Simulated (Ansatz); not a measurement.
# Two runs on SiO₂

System: SiO₂ (12 atoms in the cell).
Method of run 1: Kohn-Sham DFT of a periodic cell, RPBE, Ansatz PAW, no spin polarisation (Ansatz 0.2.0).

The structure derives from a Materials Project entry. Text and figures count atoms from 1; the logs count them from 0 in places.

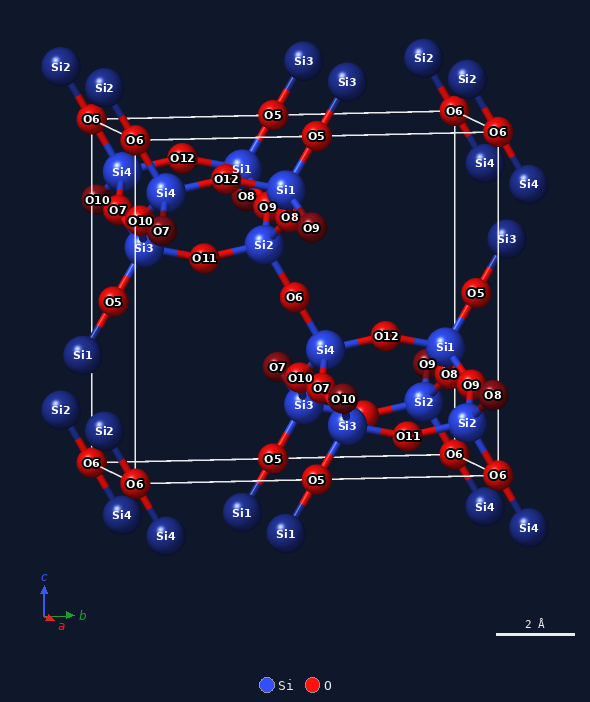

Figure 1. The starting structure (ball-and-stick view of the cell 2 times as large as that of the calculation, set on its symmetry axes, seen slightly off an axis; neighbours outside the cell are drawn fainter; atoms are numbered from 1 in the order of the input). An atom can appear more than once, as a periodic image.

## Input, run 1
```yaml
crystal:
  lattice:
    - [-2.62333646, 4.776753505, 4.441674725]
    - [2.62333646, -4.776753505, 4.441674725]
    - [2.62333646, 4.776753505, -4.441674725]
  atoms:
    - { symbol: Si, position: [0.26034098, 0.84494489, 0.41539609] }
    - { symbol: Si, position: [0.0704512, 0.15505511, 0.91539609] }
    - { symbol: Si, position: [0.73965902, 0.15505511, 0.58460391] }
    - { symbol: Si, position: [0.9295488, 0.84494489, 0.08460391] }
    - { symbol: O, position: [0.5, 0.0, 0.5] }
    - { symbol: O, position: [0.0, 0.0, 0.0] }
    - { symbol: O, position: [0.79317541, 0.0, 0.29317541] }
    - { symbol: O, position: [0.20682459, 0.5, 0.20682459] }
    - { symbol: O, position: [0.20682459, 0.0, 0.70682459] }
    - { symbol: O, position: [0.79317541, 0.5, 0.79317541] }
    - { symbol: O, position: [0.86931113, 0.11931113, 0.75] }
    - { symbol: O, position: [0.13068887, 0.88068887, 0.25] }
hamiltonian:
  xc: rpbe
  pseudopotentials: { kind: paw }
kpoints:
  mp_grid: { grid: [6, 6, 6] }
scf:
  occupations: { method: fermi_dirac, width: 0.05 }
output:
  forces: true
  stress: true
  eigenvalues: true
relax:
  f_tol: 0.01
  max_steps: 40
  cell: { stress_tol: 0.05 }
```

Command:
```bash
ansatz run input.yaml --threads 4 --pin off --max-ram 11264MiB --backend cpu --events-out ev --progress --plain --runs-dir out
```

Hardware: 4 threads of Arm Neoverse V1, 24 GiB of memory available, shared host.

## Output, shortened to warnings, some set-up lines, iterations and results (run 1)
```
Basis set: ecut = 420 eV, 4321 PW (Γ), exchange–correlation on 96×96×96 points (8 copies of the dense FFT grid, shifted against one another)
Symmetry: 8 space group operations
k-points: 46 of 216
Initial density: superposition of atomic densities (neutral atoms: chi_scale 0, normalization atom), corrected by the library's trained network
[...]
SCF iter   1: F=—  HF=-7122.713678 eV  |F-HF|=—  |Δ(HF+E_count)|=         —  Δρ=2.34e-3  dr2=8.64e-3  ethr=1.77e-3  ⟨swp⟩=7.0  Hψ=10815  notcnv=0  defer=67
SCF iter   2: F=—  HF=-7122.715597 eV  |F-HF|=—  |Δ(HF+E_count)|=   1.92e-3  Δρ=1.26e-3  dr2=1.62e-3  ethr=1.35e-5  ⟨swp⟩=2.7  Hψ=3886  notcnv=0  defer=251
SCF iter   3: F=—  HF=-7122.716110 eV  |F-HF|=—  |Δ(HF+E_count)|=   5.13e-4  Δρ=4.42e-4  dr2=3.31e-4  ethr=2.53e-6  ⟨swp⟩=2.0  Hψ=3166  notcnv=0  defer=251
SCF iter   4: F=—  HF=-7122.716090 eV  |F-HF|=—  |Δ(HF+E_count)|=   1.96e-5  Δρ=8.07e-5  dr2=1.19e-5  ethr=5.17e-7  ⟨swp⟩=2.0  Hψ=3057  notcnv=0  defer=251
SCF iter   5: F=—  HF=-7122.715878 eV  |F-HF|=—  |Δ(HF+E_count)|=   2.12e-4  Δρ=2.94e-5  dr2=1.46e-6  ethr=1.85e-8  ⟨swp⟩=2.1  Hψ=3195  notcnv=0  defer=252
[... 71 lines ...]
SCF iter   4: F=—  HF=-7122.873520 eV  |F-HF|=—  |Δ(HF+E_count)|=   6.05e-6  Δρ=8.59e-7  dr2=1.02e-9  ethr=5.04e-11  ⟨swp⟩=2.0  Hψ=3496  notcnv=0
SCF iter   5: F=—  HF=-7122.873520 eV  |F-HF|=—  |Δ(HF+E_count)|=   9.57e-9  Δρ=3.43e-7  dr2=1.97e-10  ethr=1.00e-12  ⟨swp⟩=8.2  Hψ=10013  notcnv=0
SCF iter   6: F=-7122.873520 eV  HF=-7122.873520 eV  |F-HF|=1.20e-10  |Δ(HF+E_count)|=   1.31e-9  Δρ=1.26e-7  dr2=2.69e-11  ethr=1.00e-12  ⟨swp⟩=6.0  Hψ=8139  notcnv=0
SCF 10 converged in 6 iterations: F = -7122.873520 eV  dr2 = 2.69e-11
relax step  10: F+E_penalty+E_count = -7122.87351990 eV  Δ(F+E_penalty+E_count) = -2.940e-3 eV  max|allowed force component| = 1.896e-3 eV/Å  Δτ_max = 0.0000 Å  P = +0.004 …
basis re-selected at this cell: Δ(F+E_penalty+E_count) = -2.940e-3 eV, ΔP = +0.011 GPa vs the last step (what re-selecting the basis moved, of the pressure what is left beyond the Pulay correction that the steps carried, after the strain that the cell walked since its last selection, with what the …
SCF converged after 6 iterations
Free energy (F): -7122.873520 eV
Harris-Foulkes:  -7122.873520 eV  (|F-HF|=1.20e-10)
Internal energy: -7122.873520 eV  (E = F + TS)
E sigma→0 (E₀):  -7122.873520 eV
Fermi energy:    2.062639 eV
--- Per-component energies (eV) ---
  E_band       = -487.857540
  E_kinetic    = 1606.195918
  E_local      = -6094.488960  (includes V_loc(G=0)·N_el)
  E_nonlocal   = 468.766273
  E_hartree    = 2389.219663
  E_xc         = -818.848006
  E_vxc        = -946.965259  (∫ρ·V_xc dr)
  E_paw        = -3346.697431  (= ΣΔE_a)
  E_vpaw       = -299.825397  (= ΣTr[D̂ρ^β])
  E_aug_tail   = 0.020521  (compensation charges beyond the density's cutoff)
  E_ewald      = -1326.778355
  E_core_change = -0.263143  (= ΣΔE_core)
  E_smearing   = -0.000000  (= −TS)
  E_closure    = -0.000000  (closes the sum)
  Σ components = -7122.873520   (vs F -7122.873520, Δ=0.00e0)
--- Forces (eV/Å), atoms counted from 1 ---
  atom   1  Si     0.00000000     0.00189649     0.00036531
  atom   2  Si     0.00000000     0.00189649    -0.00036531
  atom   3  Si     0.00000000    -0.00189649    -0.00036531
  atom   4  Si     0.00000000    -0.00189649     0.00036531
  atom   5  O      0.00000000     0.00000000     0.00000000
  atom   6  O      0.00000000     0.00000000    -0.00000000
  atom   7  O      0.00000000     0.00093048    -0.00000000
  atom   8  O      0.00000000    -0.00093048    -0.00000000
  atom   9  O      0.00000000    -0.00093048    -0.00000000
  atom  10  O      0.00000000     0.00093048    -0.00000000
  atom  11  O      0.00000000     0.00000000    -0.00025322
  atom  12  O      0.00000000     0.00000000     0.00025322
  max |Σ_I F_I| component: 1.25e-18 eV/Å
--- Stress (GPa, compression-positive) ---
        0.002648       0.000000       0.000000
        0.000000       0.032977       0.000000
        0.000000       0.000000      -0.023621
  P = ⅓ Tr σ = 0.0040 GPa (0.040 kbar)
--- Relaxed structure (8 steps of the walk, 8 accepted, 2 SCFs on fresh bases) ---
[...]
```

For run 2 the input was changed thus:
```diff
-  xc: rpbe
+  xc: r2scan
+  dispersion: d3bj
```

What does this change do to the results?

The total energies belong to different models, so their difference says nothing on which is more stable or more accurate. The gap on the mesh goes from 5.30 to 6.16 eV. The volume per atom goes from 19.34 to 17.93 Å³. The functional changes from RPBE to r2SCAN. The SCF takes 87 iterations over all geometry steps against 61. The default cutoff goes from 420 to 500 eV with the change. On the same kind of shared host run 2 took about 2.4 times as long.

## Output, shortened to warnings, some set-up lines, iterations and results (run 2)
```
Warning: the engine holds no damping parameters fitted to this dispersion correction and functional, so the run takes those fitted to r2scan beside the three-body term, which d3bj leaves out (hamiltonian.dispersion, under Limitations)
Basis set: ecut = 500 eV, 5657 PW (Γ), exchange–correlation on 216×216×216 points (64 copies of the dense FFT grid, shifted against one another)
Symmetry: 8 space group operations
k-points: 46 of 216
Initial density: superposition of atomic densities (neutral atoms: chi_scale 0, normalization atom), corrected by the library's trained network
[...]
SCF iter   1: F=—  HF=-7120.341811 eV  |F-HF|=—  |Δ(HF+E_count)|=         —  Δρ=5.85e-3  dr2=7.53e-2  dr2_τ=1.06e0  ethr=1.77e-3  ⟨swp⟩=7.1  Hψ=10907  notcnv=0  defer=66
SCF iter   2: F=—  HF=-7120.679581 eV  |F-HF|=—  |Δ(HF+E_count)|=   3.38e-1  Δρ=3.81e-3  dr2=1.97e-2  dr2_τ=1.79e-3  ethr=1.18e-4  ⟨swp⟩=3.0  Hψ=4371  notcnv=0  defer=257
SCF iter   3: F=—  HF=-7120.679682 eV  |F-HF|=—  |Δ(HF+E_count)|=   1.00e-4  Δρ=7.06e-4  dr2=8.55e-4  dr2_τ=2.65e-4  ethr=3.08e-5  ⟨swp⟩=2.9  Hψ=3250  notcnv=0  defer=257
SCF iter   4: F=—  HF=-7120.679685 eV  |F-HF|=—  |Δ(HF+E_count)|=   3.15e-6  Δρ=2.77e-4  dr2=1.13e-4  dr2_τ=2.33e-5  ethr=1.34e-6  ⟨swp⟩=2.0  Hψ=3214  notcnv=0  defer=257
SCF iter   5: F=—  HF=-7120.679658 eV  |F-HF|=—  |Δ(HF+E_count)|=   2.71e-5  Δρ=7.09e-5  dr2=4.03e-6  dr2_τ=8.97e-7  ethr=1.76e-7  ⟨swp⟩=2.0  Hψ=2928  notcnv=0  defer=257
[... 101 lines ...]
SCF iter   5: F=—  HF=-7120.687839 eV  |F-HF|=—  |Δ(HF+E_count)|=   3.52e-8  Δρ=5.59e-7  dr2=3.30e-10  dr2_τ=1.03e-10  ethr=7.69e-12  ⟨swp⟩=2.0  Hψ=3496  notcnv=0
SCF iter   6: F=—  HF=-7120.687839 eV  |F-HF|=—  |Δ(HF+E_count)|=   4.74e-9  Δρ=2.39e-7  dr2=1.23e-10  dr2_τ=1.28e-11  ethr=1.00e-12  ⟨swp⟩=8.5  Hψ=10267  notcnv=0
SCF iter   7: F=-7120.687839 eV  HF=-7120.687839 eV  |F-HF|=1.17e-10  |Δ(HF+E_count)|=  3.23e-10  Δρ=7.69e-8  dr2=2.25e-11  dr2_τ=1.00e-12  ethr=1.00e-12  ⟨swp⟩=4.0  Hψ=6261  …
SCF 12 converged in 7 iterations: F = -7120.687839 eV  dr2 = 2.25e-11
relax step  12: F+E_penalty+E_count = -7120.68783851 eV  Δ(F+E_penalty+E_count) = +2.816e-3 eV  max|allowed force component| = 4.359e-3 eV/Å  Δτ_max = 0.0000 Å  P = +0.003 …
basis re-selected at this cell: Δ(F+E_penalty+E_count) = +2.816e-3 eV, ΔP = +0.011 GPa vs the last step (what re-selecting the basis moved, of the pressure what is left beyond the Pulay correction that the steps carried, after the strain that the cell walked since its last selection, with what the …
SCF converged after 7 iterations
Free energy (F): -7120.687839 eV
Harris-Foulkes:  -7120.687839 eV  (|F-HF|=1.17e-10)
Internal energy: -7120.687839 eV  (E = F + TS)
E sigma→0 (E₀):  -7120.687839 eV
Fermi energy:    2.447212 eV
--- Per-component energies (eV) ---
  E_band       = -515.078149
  E_kinetic    = 1622.489779
  E_local      = -5861.843074  (includes V_loc(G=0)·N_el)
  E_nonlocal   = 472.243738
  E_hartree    = 2281.779482
  E_xc         = -799.898506
  E_vxc        = -1059.288521  (∫ρ·V_xc dr)
  E_paw        = -3368.492297  (= ΣΔE_a)
  E_vpaw       = -319.336524  (= ΣTr[D̂ρ^β])
  E_aug_tail   = 0.008231  (compensation charges beyond the density's cutoff)
  E_vtau       = 67.088893  (kinetic-family band-sum trace: ∫τ·v_τ [+ j·A + Jᵃ·Aᵃ] dr)
  E_ewald      = -1465.851366
  E_disp       = -0.562567  (pairwise vdW)
  E_core_change = -0.561259  (= ΣΔE_core)
  E_smearing   = -0.000000  (= −TS)
  E_closure    = -0.000000  (closes the sum)
  Σ components = -7120.687839   (vs F -7120.687839, Δ=0.00e0)
--- Forces (eV/Å), atoms counted from 1 ---
  atom   1  Si     0.00000000    -0.00435853    -0.00013144
  atom   2  Si     0.00000000    -0.00435853     0.00013144
  atom   3  Si     0.00000000     0.00435853     0.00013144
  atom   4  Si     0.00000000     0.00435853    -0.00013144
  atom   5  O      0.00000000     0.00000000    -0.00000000
  atom   6  O      0.00000000     0.00000000    -0.00000000
  atom   7  O      0.00000000    -0.00025893     0.00000000
  atom   8  O      0.00000000     0.00025893     0.00000000
  atom   9  O      0.00000000     0.00025893     0.00000000
  atom  10  O      0.00000000    -0.00025893     0.00000000
  atom  11  O      0.00000000     0.00000000     0.00138510
  atom  12  O      0.00000000     0.00000000    -0.00138510
  max |Σ_I F_I| component: 2.17e-19 eV/Å
--- Stress (GPa, compression-positive) ---
        0.002299       0.000000       0.000000
        0.000000       0.005269       0.000000
        0.000000       0.000000       0.002571
  P = ⅓ Tr σ = 0.0034 GPa (0.034 kbar)
[...]
```

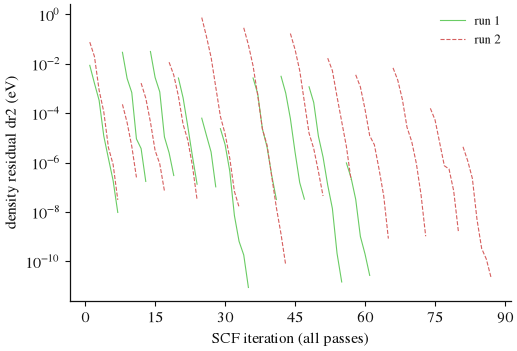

Figure 2. Convergence of the two runs: density residual dr2 against the SCF iteration. A break in a curve parts two SCF passes. Run 1 takes 61 iterations in all, and run 2 takes 87.

## The two runs side by side

| quantity | run 1 | run 2 |
| --- | --- | --- |
| outcome | converged | converged |
| free energy per atom (eV) | −593.5728 | −593.3907 |
| gap on the mesh (eV) | 5.30 | 6.16 |
| pressure (GPa) | 0.00 | 0.00 |
| volume per atom (Å³) | 19.34 | 17.93 |
| largest force (eV/Å) | 0.002 | 0.004 |
| SCF iterations | 61 | 87 |
| irreducible k-points | 46 | 46 |
| wall time (shared host) | 82 s | 3.3 min |

For run 1: Points of doubt noted for this run: forces on files of another functional. For run 2: Warnings: the dispersion correction has no parameters fitted for this combination and takes those fitted for r2SCAN with other terms.
